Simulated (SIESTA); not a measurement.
System: Ti₃S₂, space group R32 (No. 155).

The given structure:
```
Ti S
1.0
     2.71311    1.56642    3.23762
    -2.71311    1.56642    3.23762
     0.00000   -3.13283    3.23762
Ti S
3 2
Direct
  0.00000 0.33565 0.66434
  0.66434 0.00000 0.33565
  0.33565 0.66434 0.00000
  0.16784 0.16784 0.16784
  0.83216 0.83216 0.83216
```

Method: DFT in numerical atomic orbitals with pseudopotentials, no spin polarisation; energies at scaled volumes of the given cell, shape and fractions fixed, counted from the fit's minimum, third-order Birch-Murnaghan fit (SIESTA 5.4.2). Level: PBEsol.

- k mesh: 6×6×6
- occupations: Fermi–Dirac
- smearing width: 0.05 eV
- potentials: PseudoDojo 0.4 standard, converted to PSML, two zetas on semicore shells
- program settings: basis DZP, mesh cutoff 800 Ry

What does the calculation give for the energy and pressure against volume? The volume takes the values 15.52, 15.85, 16.18, 16.51, 16.84, 17.17, 17.50 Å³/atom.

A third-order Birch–Murnaghan fit gives V0 = 16.10 Å³/atom, B0 = 136 GPa and B′ = 4.4. The energy is 9.34 meV/atom at volume 15.52 Å³/atom and 44.74 meV/atom at 17.50 Å³/atom; the lowest computed point is at volume 16.18 Å³/atom (0.19 meV/atom), and no other minimum shows. The pressure falls from 5.37 GPa at volume 15.52 Å³/atom to −9.47 GPa at 17.50 Å³/atom, and changes sign near 16.10 Å³/atom.

```json
{"volume (Å³/atom)": "15.52", "energy (meV/atom)": "9.34", "pressure (GPa)": "5.37"}
{"volume (Å³/atom)": "15.85", "energy (meV/atom)": "1.63", "pressure (GPa)": "2.19"}
{"volume (Å³/atom)": "16.18", "energy (meV/atom)": "0.19", "pressure (GPa)": "-0.71"}
{"volume (Å³/atom)": "16.51", "energy (meV/atom)": "4.33", "pressure (GPa)": "-3.25"}
{"volume (Å³/atom)": "16.84", "energy (meV/atom)": "13.46", "pressure (GPa)": "-5.55"}
{"volume (Å³/atom)": "17.17", "energy (meV/atom)": "27.09", "pressure (GPa)": "-7.62"}
{"volume (Å³/atom)": "17.50", "energy (meV/atom)": "44.74", "pressure (GPa)": "-9.47"}
```

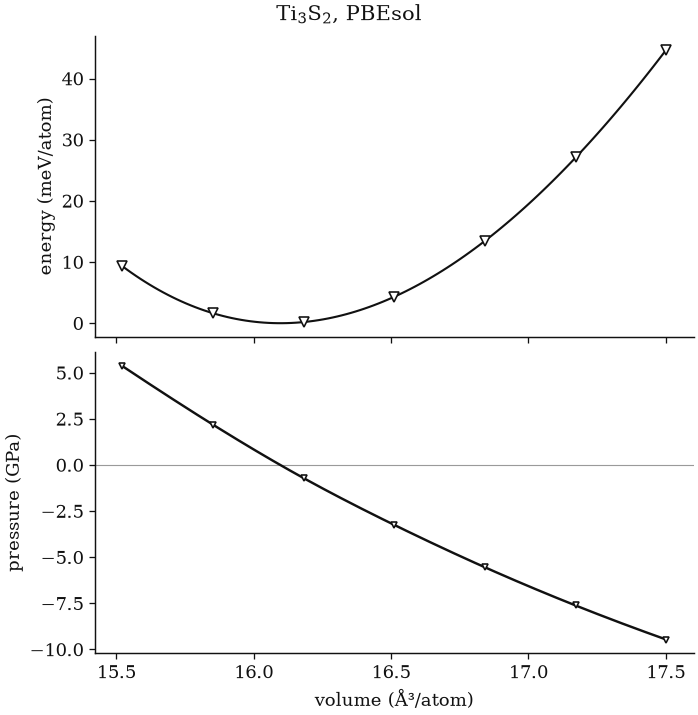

Caveats: mulliken charges of long orbitals; shape and atomic fractions are frozen while scaling, which makes layered, chain and framework solids too stiff.
